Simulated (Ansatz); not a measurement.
# Run report: Al24N25, geometry relaxation (part 3 of 3)

Al24N25 (defect cell, 49 atoms in the cell); DFT PBE, scalar-relativistic, plane waves, PAW, spin-polarised (Ansatz 0.2.0); cutoff 420 eV, 2×2×2 k-mesh, Gaussian smearing of 0.05 eV, collinear spins. The structure derives from a Materials Project entry.

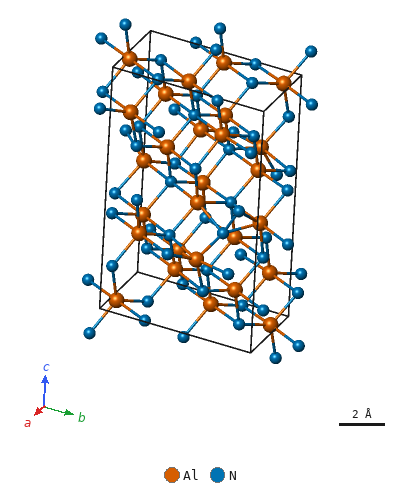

Figure 1. The geometry at step 9 of the log (ball-and-stick view of the cell of the calculation, seen slightly off an axis; bonded neighbours outside the cell are drawn too).

Output, continued:
```
--- Löwdin populations: 49 sites ---
  site symbol       q [e]    m [muB]
     0     Al      1.8774    -0.0006
     1     Al      1.8792    -0.0000
     2     Al      1.8773     0.0011
     3     Al      1.8810    -0.0004
     4     Al      1.8599     0.0094
     5     Al      1.8594     0.0088
     6     Al      1.8771     0.0011
     7     Al      1.8811    -0.0004
     8     Al      1.8791    -0.0001
     9     Al      1.8773    -0.0005
    10     Al      1.8824    -0.0001
    11     Al      1.8756    -0.0001
    12     Al      1.8744     0.0002
    13     Al      1.8596    -0.0005
    14     Al      1.8791     0.0003
    15     Al      1.8789     0.0010
    16     Al      1.8646    -0.0047
    17     Al      1.8691     0.0001
    18     Al      1.8789     0.0022
    19     Al      1.8791     0.0002
    20     Al      1.8744     0.0002
    21     Al      1.8600    -0.0005
    22     Al      1.8780     0.0009
    23     Al      1.8778     0.0009
    24      N      6.0519     0.0031
    25      N      6.0519     0.0074
    26      N      6.0472     0.0136
    27      N      6.0471     0.0030
    28      N      5.5895     0.3564
    29      N      6.0434     0.0007
    30      N      6.0473     0.0029
    31      N      6.0476     0.0121
    32      N      6.0518     0.0029
    33      N      6.0523     0.0069
    34      N      6.0447     0.0006
    35      N      6.0448     0.0006
    36      N      6.0399     0.0010
    37      N      6.0458     0.0016
    38      N      6.0288     0.0642
    39      N      6.0212     0.0105
    40      N      6.0335     0.0214
    41      N      6.0340     0.0201
    42      N      6.0312     0.0582
    43      N      6.0210     0.0113
    44      N      6.0460     0.0016
    45      N      6.0399     0.0010
    46      N      6.0440     0.0008
    47      N      6.0462     0.0010
    48      N      5.5868     0.3622
  spilling = 0.009550 (of n_electrons = 197.000000)
settings of this run that can trade accuracy for cost: output.eigenvalues: false. Do not mix this run's numbers with those of runs without the same settings; the input reference describes each key
```

Trajectory as extended XYZ (Å, eV, eV/Å), 4 of the 13 frames kept, from step=1 to step=13:
```
49
Lattice="-4.9682 2.8684 4.1876 4.9682 -2.8684 4.1876 4.9682 8.6051 -4.1876" Properties=species:S:1:pos:R:3:forces:R:3 step=1 energy=-22551.35666
Al    0.0576    1.9134    3.1522   -0.6828   0.3379  -0.1047
Al    5.0059   -0.9520    3.1686   -1.0675   0.0346  -0.0508
Al   -1.6018    4.7775    3.1820   -1.2532  -0.0233  -0.9557
Al    3.3350    1.9112    3.1467   -0.9285   0.0336   0.6306
Al    1.6769    4.7406   -1.0654   -0.5744   0.4841   0.6620
Al    1.6937    4.8086    3.1040   -0.7457  -1.0983  -0.0874
Al    4.9682    4.7806    3.1407   -0.0712  -0.0073  -0.0801
Al    4.9682    4.7806   -1.0469    0.0655   0.1989   0.0272
Al    3.3121    7.6490    3.1407    0.1561   0.1503  -0.0408
Al    3.3121    7.6490   -1.0469    0.1363   0.1765   0.0215
Al    1.6561   -0.9561    3.1407    0.0361   0.0125   0.0789
Al   -3.3121    1.9122    3.1407    0.0346   0.0238  -0.1186
Al    1.6561    0.9561    1.0469   -0.3292  -0.2180   0.1183
Al    1.6140    0.9999    5.2417    1.3945  -1.9276   0.6065
Al    0.0000    3.8245    1.0469   -0.0560  -0.1488   0.2206
Al   -0.0440    3.8841    5.2470    0.4046  -1.5270  -0.0849
Al    3.2754    3.8709    5.2265    1.6208  -1.1696   0.1887
Al    3.3121    3.8245    1.0469    0.0026   0.2786   0.1904
Al    6.6242    3.8245    1.0469    0.0116   0.8315  -0.1109
Al    1.6561    6.6929    1.0469   -0.0072  -0.0251  -0.1371
Al    4.9682    6.6929    1.0469    0.1190   0.1209  -0.0039
Al    0.0000    9.5613    1.0469    0.1111   0.1118  -0.0033
Al   -1.6561    0.9561    5.2345   -0.3528  -0.2690  -0.1494
Al    3.3121   -1.9122    5.2345    0.0073   0.2469   0.1459
N     0.0000    1.9123    1.0469    0.1396   0.0889   0.0390
N     0.0096    1.9076    5.2316   -3.0500  -1.4799   0.2712
N     3.3178    1.9281    5.2199    3.2910  -2.2061   0.6377
N     3.3121    1.9122    1.0469   -0.3638   0.3317  -0.0355
N     1.6302    4.7546    5.1880    0.5305   2.9882   0.5733
N     1.6561    4.7806    1.0469    0.0710   0.0198   0.0611
N     4.9682    4.7806    1.0469    0.1507  -0.1514  -0.1037
N     0.0000    7.6490    1.0469   -0.1886  -0.0019   0.0473
N     3.3121    7.6490    1.0469   -0.1506  -0.1695   0.0083
N     8.2803    4.7806    1.0469   -0.0825  -0.1708  -0.0504
N    -3.3121    1.9122    5.2345    0.0793  -0.0915  -0.1328
N     1.6561   -0.9561    5.2345   -0.0821   0.2224  -0.0243
N     1.6435    0.9361    3.1184    0.7255  -0.5206  -0.2718
N    -3.3808    3.8187    3.1341    1.8002  -0.0554   0.1865
N    -0.0109    3.8168    3.1673   -0.2977   0.8790  -0.8720
N     4.9696    0.9379    3.1549    0.2842   0.4937  -0.6039
N     3.3126    3.8420   -1.0221    0.1728  -0.3375  -0.3728
N     3.3189    3.8132    3.1310    0.8003   0.8142  -0.4970
N     1.6561    6.6929   -1.0469    0.0117  -0.6082  -0.4055
N     1.6561    6.6929    3.1407    0.0253   0.1491   0.0309
N     4.9682    6.6929    3.1407   -0.1165  -0.1357   0.0277
N     4.9682    6.6929   -1.0469   -0.0821  -0.1279  -0.0438
N     3.3121   -1.9122    3.1407    0.2189   0.0897  -0.1502
N    -1.6561    0.9561    3.1407    0.2155   0.0465   0.0149
N     1.6173    2.9052    4.8355   -2.1343   3.3057   0.7026
49
Lattice="-4.9682 2.8684 4.1876 4.9682 -2.8684 4.1876 4.9682 8.6051 -4.1876" Properties=species:S:1:pos:R:3:forces:R:3 step=5 energy=-22554.81246
Al   -0.0262    1.8978    3.2108   -0.0565  -0.1998   0.0142
Al    4.9224   -0.9884    3.0770    0.1883  -0.0784   0.0431
Al   -1.6646    4.7799    3.0821    0.3804  -0.0171   0.1848
Al    3.3052    1.9189    3.2069    0.2765   0.0044  -0.0942
Al    1.6616    4.7728   -1.0336    0.0809  -0.0118   0.3173
Al    1.6576    4.7307    3.1261    0.2057   0.3374  -0.4242
Al    4.9881    4.7902    3.1305    0.0954   0.0363  -0.0413
Al    4.9883    4.7903   -1.0496    0.0241   0.0138   0.0699
Al    3.3155    7.6368    3.1396   -0.0226  -0.0532   0.0856
Al    3.3155    7.6371   -1.0616   -0.0711  -0.0258  -0.0802
Al    1.6527   -0.9376    3.1661   -0.0471  -0.0273   0.0811
Al   -3.3173    1.9257    3.1094    0.0224  -0.0072  -0.0566
Al    1.6398    0.9530    1.0496   -0.1403   0.0753  -0.0366
Al    1.6776    1.0277    5.2545   -0.4376  -0.3539  -0.2113
Al    0.0732    3.7453    1.0402   -0.0026  -0.2264   0.0108
Al   -0.1726    3.7960    5.2652   -0.2644  -1.4413  -0.1529
Al    3.4562    3.7526    5.2569   -0.3055  -0.4511  -0.2551
Al    3.3434    3.8226    1.0454    0.1077  -0.0768  -0.0238
Al    6.6333    3.8971    1.0240   -0.0371  -0.5968   0.1142
Al    1.6707    6.6550    1.0503   -0.0047   0.0752  -0.0403
Al    4.9733    6.7156    1.0380   -0.0214  -0.0383   0.0062
Al    0.0010    9.5654    1.0406   -0.0725   0.0001   0.0094
Al   -1.7544    0.8875    5.2228   -0.2055  -0.1580   0.0276
Al    3.2999   -1.9058    5.2376    0.0358  -0.0465  -0.0521
N     0.0023    1.8758    1.0215   -0.0175  -0.0181   0.0124
N    -0.1688    1.7426    5.2324    0.7281   0.6610   0.0137
N     3.4810    1.8021    5.2216   -0.4993   0.1665  -0.0113
N     3.2487    1.9388    1.0312    0.1645   0.0269  -0.0364
N     1.7227    4.8446    5.2624    0.2758   2.4738   0.0922
N     1.6880    4.7531    1.0238   -0.0419  -0.0263   0.0711
N     4.9806    4.7982    1.0272   -0.1301   0.1426  -0.0014
N     0.0620    7.6492    1.0473    0.1136  -0.0044  -0.0440
N     3.2859    7.6006    1.0393   -0.0018   0.0037   0.0233
N     8.2879    4.7784    1.0398    0.0955   0.0671  -0.0127
N    -3.3406    1.9201    5.2183    0.0455   0.0774   0.0317
N     1.6511   -0.9293    5.2304   -0.0347   0.0172  -0.0276
N     1.6625    0.9738    3.1442   -0.1703   0.1135   0.2237
N    -3.2976    3.8397    3.1009   -0.3725   0.0818  -0.0532
N    -0.0075    3.8269    3.1436    0.0049  -0.1618   0.3274
N     4.9672    0.9529    3.0793    0.0238  -0.0707  -0.0887
N     3.3417    3.8274   -1.0890   -0.1095   0.0221   0.0614
N     3.3518    3.8435    3.1397   -0.0870  -0.1371   0.0478
N     1.6584    6.6728   -1.0886   -0.0029   0.0796   0.0991
N     1.6623    6.6571    3.1666   -0.0619  -0.1149  -0.1271
N     4.9691    6.6917    3.1307    0.0002   0.0357  -0.0016
N     4.9713    6.6975   -1.0528   -0.0080   0.0019  -0.0133
N     3.2655   -1.9410    3.1591   -0.0901   0.0035   0.0286
N    -1.6875    0.9332    3.1116   -0.1038   0.0174  -0.1063
N     1.5969    3.4704    5.1245    0.5519  -0.1908  -0.0043
49
Lattice="-4.9682 2.8684 4.1876 4.9682 -2.8684 4.1876 4.9682 8.6051 -4.1876" Properties=species:S:1:pos:R:3:forces:R:3 step=9 energy=-22555.68019
Al   -0.0247    1.8530    3.1217   -0.0182   0.0275  -0.0936
Al    4.9581   -0.9999    3.1185    0.0120  -0.0448   0.1087
Al   -1.6777    4.7327    3.0865    0.0176  -0.0596   0.0552
Al    3.3148    1.8827    3.1495    0.0146   0.0207  -0.0416
Al    1.7052    4.7898   -0.9892   -0.0604   0.0195   0.1874
Al    1.6402    4.6745    3.0562   -0.0671   0.0445  -0.1077
Al    4.9703    4.7750    3.1733   -0.0321   0.0051  -0.0441
Al    4.9655    4.7403   -1.0740    0.0522   0.0143   0.0437
Al    3.3068    7.6233    3.1481   -0.0116  -0.0210   0.0284
Al    3.3146    7.6460   -1.0440    0.0161  -0.0093  -0.0418
Al    1.6353   -0.9780    3.1320   -0.0080  -0.0225  -0.0025
Al   -3.3316    1.8888    3.1336   -0.0027   0.0193   0.0046
Al    1.6265    0.9170    1.0325   -0.0219   0.0486  -0.0162
Al    1.6421    0.9429    5.2095    0.0458  -0.0217   0.0383
Al   -0.0014    3.7579    1.0107    0.0347  -0.0303   0.1079
Al   -0.2133    3.6379    5.2175    0.1497   0.2001   0.0982
Al    3.3930    3.7499    5.2215    0.0103  -0.1230  -0.0624
Al    3.3473    3.7720    1.0333   -0.0039  -0.0390   0.0636
Al    6.6369    4.0252    1.0559    0.0750   0.0377  -0.1609
Al    1.6791    6.6669    1.0561    0.0151  -0.0030  -0.0174
Al    4.9526    6.6911    1.0448    0.0121  -0.0282  -0.0001
Al   -0.0264    9.5292    1.0539    0.0347   0.0356  -0.0129
Al   -1.7058    0.9009    5.2360   -0.0930  -0.0213   0.0324
Al    3.2955   -1.8966    5.2192    0.0474   0.0147  -0.0331
N    -0.0058    1.8657    1.0099    0.0016   0.0228  -0.0347
N    -0.0662    1.7897    5.2222   -0.0672  -0.0364  -0.0084
N     3.3470    1.8347    5.1972   -0.0461   0.0373  -0.0389
N     3.2672    1.8636    1.0415   -0.0825  -0.0238   0.0193
N     2.1893    5.1864    5.4588   -0.2757  -0.3184  -0.0547
N     1.6683    4.7355    1.0383   -0.0020   0.0072  -0.0185
N     4.9551    4.8004    1.0424    0.0186  -0.0265  -0.0176
N     0.0611    7.6070    1.0707   -0.0851   0.0215   0.0419
N     3.3107    7.6191    1.0719    0.0297   0.0027   0.0005
N     8.3115    4.8404    1.0469   -0.0157   0.0201   0.0118
N    -3.3331    1.8843    5.2298   -0.0209   0.0106   0.0018
N     1.6320   -0.9682    5.2254    0.0145  -0.0573  -0.0029
N     1.6423    0.9337    3.1311   -0.0132   0.0073   0.0560
N    -3.3271    3.7954    3.1152   -0.0144  -0.0052  -0.0537
N    -0.0687    3.7456    3.0593    0.0520  -0.0056  -0.1109
N     4.9966    0.9368    3.0995   -0.0021  -0.0108  -0.0803
N     3.3344    3.7484   -1.0171   -0.0226   0.0793  -0.0105
N     3.3579    3.7904    3.1015    0.0168   0.0310  -0.0560
N     1.6561    6.7335   -0.9843    0.0094  -0.0678   0.1023
N     1.6498    6.6177    3.1776    0.0108   0.0030  -0.0177
N     4.9534    6.6735    3.1600    0.0184  -0.0163  -0.0226
N     4.9491    6.6666   -1.0565   -0.0263  -0.0107   0.0145
N     3.2794   -1.9315    3.1388    0.0125   0.0105  -0.0665
N    -1.6866    0.9372    3.1274    0.0154  -0.0150   0.0878
N     1.5184    4.0582    4.9834    0.2573   0.2780   0.1239
49
Lattice="-4.9682 2.8684 4.1876 4.9682 -2.8684 4.1876 4.9682 8.6051 -4.1876" Properties=species:S:1:pos:R:3:forces:R:3 step=13 energy=-22555.70538
Al   -0.0277    1.8594    3.1290    0.0041  -0.0049   0.0072
Al    4.9595   -1.0029    3.1305   -0.0006  -0.0092  -0.0050
Al   -1.6744    4.7279    3.1037   -0.0046   0.0020   0.0039
Al    3.3103    1.8844    3.1531   -0.0075  -0.0039  -0.0005
Al    1.7020    4.7966   -0.9627    0.0162  -0.0027   0.0184
Al    1.6356    4.6767    3.0402   -0.0001  -0.0071  -0.0270
Al    4.9755    4.7697    3.1593    0.0029   0.0026  -0.0030
Al    4.9607    4.7407   -1.0752   -0.0045   0.0089   0.0041
Al    3.3163    7.6234    3.1355    0.0039   0.0048  -0.0049
Al    3.3131    7.6441   -1.0505    0.0082  -0.0029   0.0042
Al    1.6326   -0.9787    3.1332   -0.0011  -0.0025   0.0032
Al   -3.3288    1.8860    3.1323    0.0014  -0.0007  -0.0037
Al    1.6234    0.9159    1.0377   -0.0005  -0.0012   0.0009
Al    1.6407    0.9412    5.2165   -0.0054  -0.0071  -0.0018
Al   -0.0067    3.7589    1.0242    0.0083   0.0029   0.0008
Al   -0.1957    3.6493    5.2556   -0.0463  -0.0239  -0.0006
Al    3.3850    3.7471    5.2220    0.0241  -0.0146   0.0123
Al    3.3492    3.7674    1.0385    0.0026  -0.0008  -0.0061
Al    6.6474    4.0213    1.0132   -0.0130   0.0368   0.0032
Al    1.6772    6.6763    1.0534    0.0117  -0.0032  -0.0044
Al    4.9561    6.6862    1.0399   -0.0012   0.0015  -0.0025
Al   -0.0252    9.5276    1.0490    0.0044   0.0008   0.0038
Al   -1.7090    0.9035    5.2389   -0.0001  -0.0083   0.0008
Al    3.2993   -1.8973    5.2143   -0.0055   0.0099   0.0005
N    -0.0059    1.8670    0.9992    0.0051   0.0025  -0.0017
N    -0.0691    1.7953    5.2206    0.0013   0.0171   0.0036
N     3.3411    1.8372    5.1883    0.0037   0.0110  -0.0029
N     3.2654    1.8562    1.0380    0.0127  -0.0010   0.0036
N     2.1652    5.1835    5.4808    0.0041  -0.0100   0.0278
N     1.6667    4.7376    1.0390   -0.0022   0.0005   0.0008
N     4.9640    4.7934    1.0400    0.0033  -0.0018   0.0032
N     0.0481    7.6079    1.0778   -0.0026  -0.0102  -0.0006
N     3.3165    7.6206    1.0791   -0.0006  -0.0034   0.0039
N     8.3153    4.8408    1.0452   -0.0159  -0.0078  -0.0018
N    -3.3382    1.8845    5.2302   -0.0016  -0.0016  -0.0018
N     1.6365   -0.9741    5.2230   -0.0011   0.0045   0.0019
N     1.6370    0.9342    3.1315    0.0014   0.0060  -0.0022
N    -3.3264    3.7915    3.1084    0.0024   0.0040   0.0018
N    -0.0633    3.7481    3.0370   -0.0136  -0.0076   0.0070
N     4.9965    0.9389    3.0912    0.0041   0.0046   0.0054
N     3.3300    3.7480   -1.0100   -0.0019  -0.0008  -0.0122
N     3.3586    3.7935    3.0882   -0.0034  -0.0005   0.0136
N     1.6602    6.7316   -0.9590   -0.0020   0.0120  -0.0148
N     1.6539    6.6198    3.1752   -0.0007  -0.0027  -0.0043
N     4.9590    6.6678    3.1557   -0.0016  -0.0051   0.0135
N     4.9469    6.6656   -1.0522   -0.0020  -0.0020  -0.0077
N     3.2795   -1.9311    3.1329    0.0016   0.0009   0.0040
N    -1.6840    0.9354    3.1329   -0.0037   0.0007  -0.0053
N     1.5256    4.0682    4.9695    0.0158   0.0136  -0.0385
```

Key numbers:

```csv
quantity,value
outcome,converged
electrons treated,197
free energy,−22555.7054 eV
Fermi energy,9.666 eV
net moment of the cell,1.00 μB
integrated absolute moment,1.07 μB
final volume,477.40 Å³
largest force (length of the vector) at the end,0.052 eV/Å
wall time,4.9 min (CPU time 20 min)
peak memory,2.1 GiB
```

Remarks:

The k-point mesh is coarse for a cell of this size, so the results may not be converged.
